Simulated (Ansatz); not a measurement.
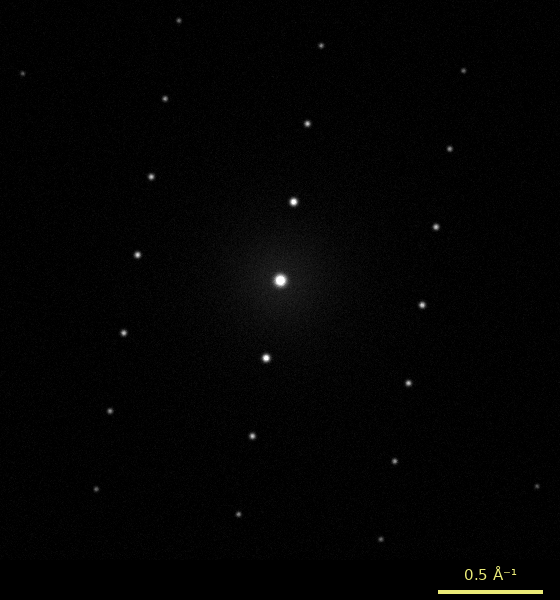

The pattern is a kinematic simulation for 100 kV electrons (no multiple scattering; isotropic B = 0.5 Å²).

Phase: Nb, space group P6_3/mmc (No. 194), a = 2.870 Å, c = 5.231 Å (hexagonal axes). Structure: the input geometry of an electronic-structure calculation (not necessarily at equilibrium); the starting structure was generated, so it need not be a known form of this composition.

Which low-index zone axis gives this pattern?

The spots form a rectangular net whose two shortest vectors correspond to d = 2.62 Å and 1.43 Å, 90.0° apart. They index as 0 0 2 and 1 -2 0, so the zone axis is [210] (or an equivalent direction of <210>).
